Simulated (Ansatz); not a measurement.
ZnSe (slab)

Input

```
crystal:
  lattice:
    - [3.9832742679, 0.0, 0.0]
    - [0.0, 5.6332004923, 0.0]
    - [0.0, 0.0, 26.9498228036]
  atoms:
    - { symbol: Zn, position: [0.5, 0.5, 0.2782949652] }
    - { symbol: Se, position: [0.0, 0.75, 0.2782949652] }
    - { symbol: Zn, position: [0.0, 0.0, 0.3521966435] }
    - { symbol: Se, position: [0.5, 0.25, 0.3521966435] }
    - { symbol: Zn, position: [0.5, 0.5, 0.4260983217] }
    - { symbol: Se, position: [0.0, 0.75, 0.4260983217] }
    - { symbol: Zn, position: [0.0, 0.0, 0.5] }
    - { symbol: Se, position: [0.5, 0.25, 0.5] }
    - { symbol: Zn, position: [0.5, 0.5, 0.5739016783] }
    - { symbol: Se, position: [0.0, 0.75, 0.5739016783] }
    - { symbol: Zn, position: [0.0, 0.0, 0.6478033565] }
    - { symbol: Se, position: [0.5, 0.25, 0.6478033565] }
    - { symbol: Zn, position: [0.5, 0.5, 0.7217050348] }
    - { symbol: Se, position: [0.0, 0.75, 0.7217050348] }
basis:
  ecutwfc: 420
kpoints:
  mp_grid: { grid: [7, 5, 1] }
hamiltonian:
  xc: pbesol
scf:
  occupations: { method: gaussian, width: 0.05 }
output:
  forces: true
  stress: true
  eigenvalues: true
  write_density: true
  write_potential: true
  elf: true
  volumetric_format: npy
efield:
  axis: 3
  dipole_correction: true
```

Launched as:

```sh
ansatz run input.yaml --threads 2 --pin off --max-ram 5120MiB --backend cpu --events-out ev --progress --plain --runs-dir out
```

Not relaxed (largest force 1.5 eV/Å).

These are results of DFT PBEsol, scalar-relativistic, plane waves, PAW (Ansatz), not measurements.

The density is the valence pseudo-density of a PAW calculation; it isn't the true density close to the nuclei.

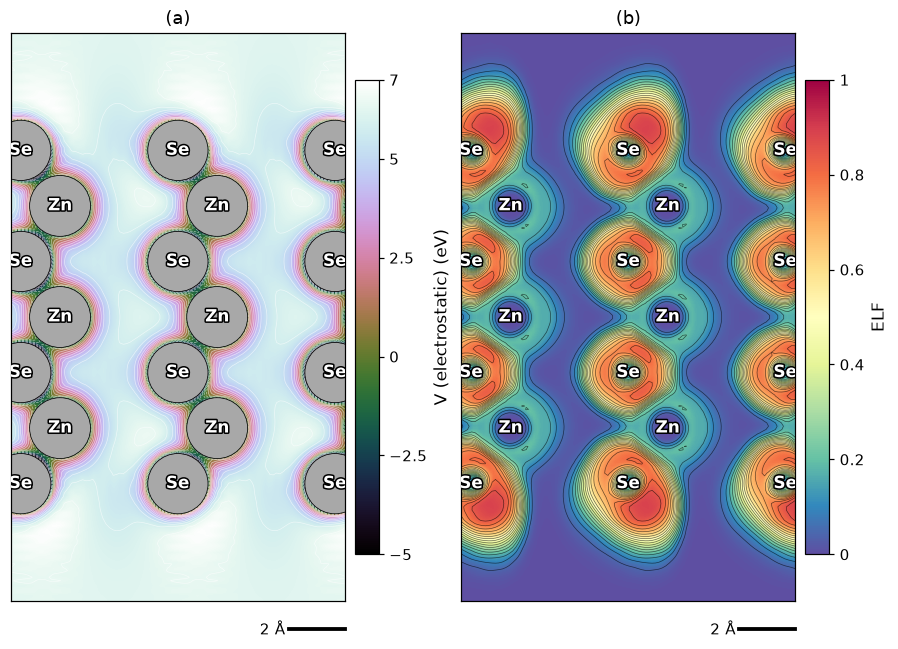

Figure 1. (a) electrostatic potential energy of an electron; (b) electron localisation function on the (100) plane of the calculation cell, a cut from vacuum to vacuum. Grey discs cover the atomic cores in the potential map.

Describe what can be read from this map.

Answer. The section cuts through Se and Zn sites. Zn–Se (2.44 Å): the ELF is about 0.60 at the midpoint. The ELF also peaks beside Se, away from the bonds: lone-pair regions.

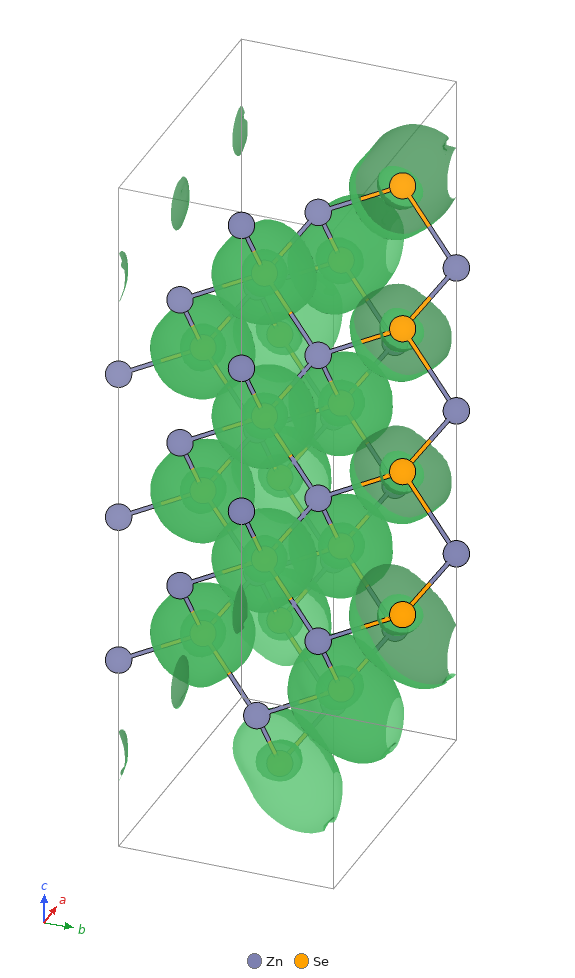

Figure 2. Isosurface of the electron localisation function at 0.65 (green), seen at an oblique angle. Core shells and regions of very low density are left out. Sticks mark near contacts.

Describe the localisation domains.

Answer. The ELF exceeds this value in seven regions wrapped around Se (the valence shell of each), counted in one cell of 14 atoms. Counts are for one cell; the picture repeats the cell along the surface.

Does the calculation make it a metal, or give it a gap?

Answer. It is gapped, with a Kohn–Sham gap of 1.1 eV on the k-point mesh (the band edges may lie off the mesh, which would make the gap smaller).
